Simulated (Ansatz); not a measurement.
BaTiO3, space group Pm-3m (No. 221), a = 3.875 Å, b = 3.875 Å, c = 3.875 Å, α = 90.00°, β = 90.00°, γ = 90.00°

```
site  Wyckoff       x       y       z
  Ba       1b  0.5000  0.5000  0.5000
  Ti       1a  0.0000  0.0000  0.0000
   O       3d  0.5000  0.0000  0.0000
```

Source: the geometry relaxed (final pressure about 20 GPa) with DFT, PAW plane waves, r2scan in Ansatz.

Describe the coordination of Ti.

Answer. TiO6: an essentially ideal octahedron (coordination number 6, S = 0.00; next best trigonal prism, S = 16.7). Bonds: 6 × Ti–O 1.94 Å. The next neighbour, not counted, lies at 3.36 Å.

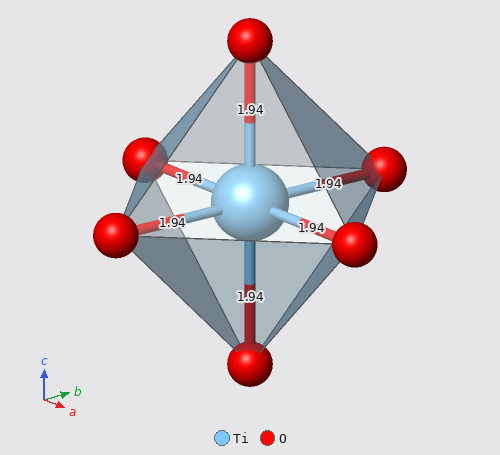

The polyhedron about Ti. Shape measures S are computed against regular polyhedra or, for capped shapes, the nearer of the equal-edge and equal-bond forms.
